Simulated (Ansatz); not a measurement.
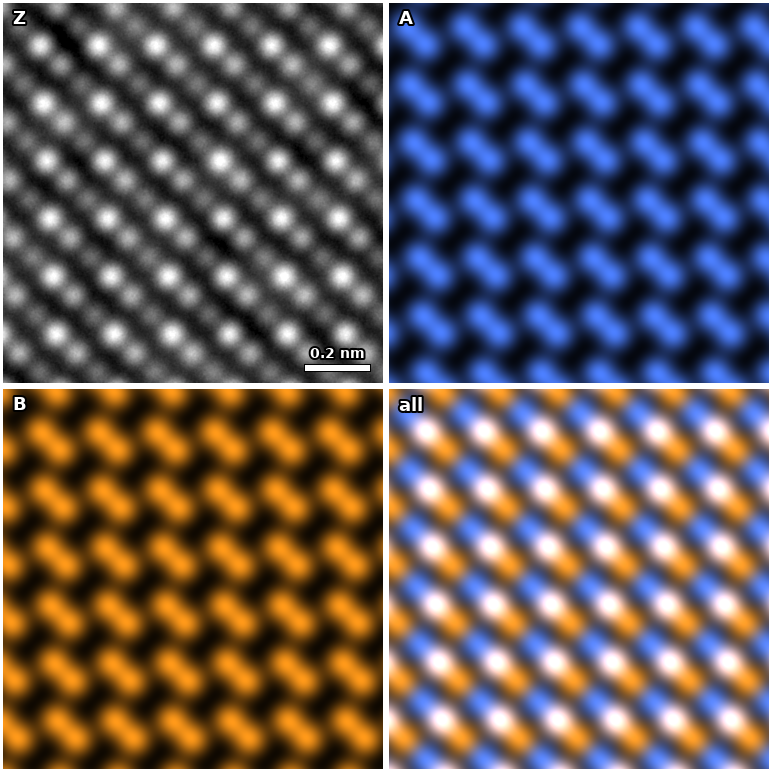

BN (P-6m2, No. 187) along [421]. Panel Z: The image is simulated as a sum over atoms of Z^1.7, blurred by a 0.62 Å probe (no channelling). The probe carries 25 % of its weight in a tail 2.5 times as wide. The display is stretched by a gamma of 0.8; percentages refer to the linear signal. Shot noise and the speckle of an amorphous layer were added. The other panels are simulated element maps (the number of atoms of one element along the beam, blurred by 0.9 Å; each on its own scale, no channelling); the last overlays them. Model: a calculation's input that goes back to an entry of the Crystallography Open Database (an earlier step may have relaxed or displaced it).

```
CELL_PARAMETERS angstrom
2.51000 0.00000 0.00000
-1.25500 2.17372 0.00000
0.00000 0.00000 6.69000
ATOMIC_POSITIONS crystal
B 0.00000 0.00000 0.50000
B 0.33333 0.66667 0.00000
N 0.00000 0.00000 0.00000
N 0.66667 0.33333 0.50000
```

### Which element does each lettered map show?

B, B: N. The projected cell (1.83 × 1.83 Å, 93°) holds 3 columns: 1 of N + B, 1 of B and 1 of N. Columns shared by several elements: N + B.
